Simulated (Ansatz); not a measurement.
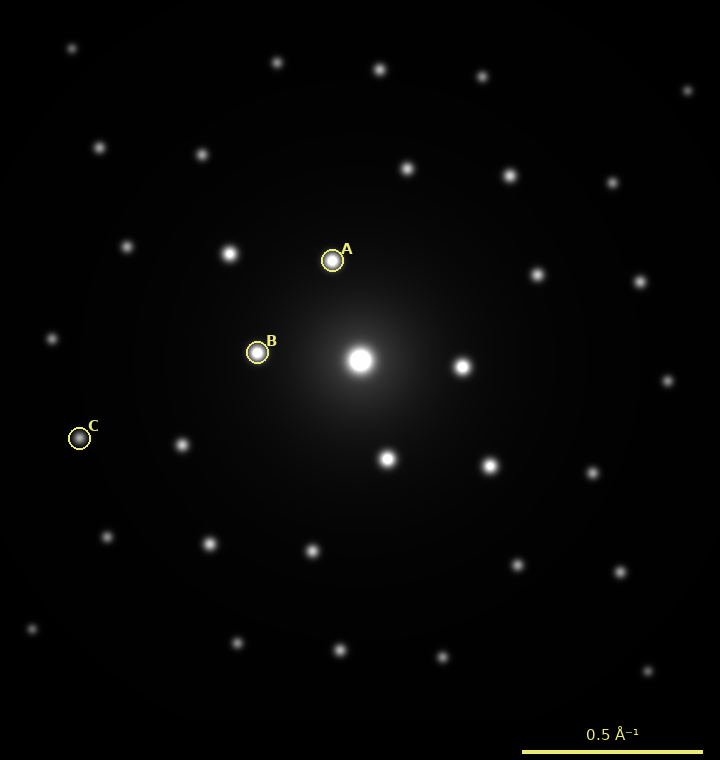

The pattern is a kinematic simulation for 200 kV electrons (no multiple scattering; isotropic B = 0.5 Å²). The zone axis points towards the electron source and the pattern is seen from the source side.

Al, space group Fd-3m (No. 227), a = 6.047 Å. Structure: the end point of a relaxation with Ansatz, DFT, PBE, plane waves (420 eV) with PAW, scalar-relativistic; the starting structure was generated, so it need not be a known form of this composition.

Spot A is indexed -1 1 -1 and spot B -1 1 1.

> Index the other marked spot.

C = −A + 3B = -2 2 4 (d = 1.234 Å).

> Find the zone axis.

The cross product of A and B is parallel to [110]; every spot obeys hu + kv + lw = 0.

> What are the spacings of A and B and the angle between them?

d(A) = 3.491 Å, d(B) = 3.491 Å, and the angle is 70.5°.
